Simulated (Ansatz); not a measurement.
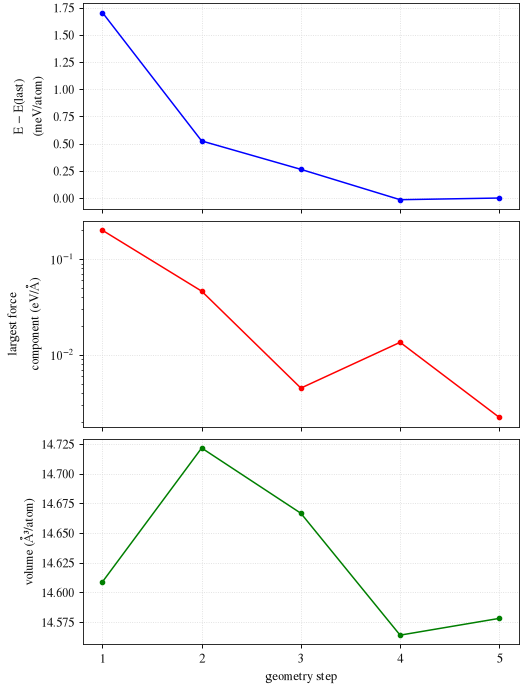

History of a geometry optimisation. The run: C (R-3m, 4 atoms in the cell), by DFT PBEsol, scalar-relativistic, plane waves, PAW (Ansatz 0.2.0); cutoff 420 eV, 21×21×21 k-mesh, Gaussian smearing of 0.1 eV. Atoms and cell relax. A closing SCF on a freshly chosen basis isn't drawn.

The optimisation met its thresholds at geometry 5, counting the start as the first. The energy fell by about 1.7 meV/atom from the first step to the last. The largest force component goes from about 0.2 eV/Å at the start to 2.2 × 10⁻³ eV/Å at the end. The volume shrinks from 14.61 to 14.58 Å³ per atom (−0.2 %).
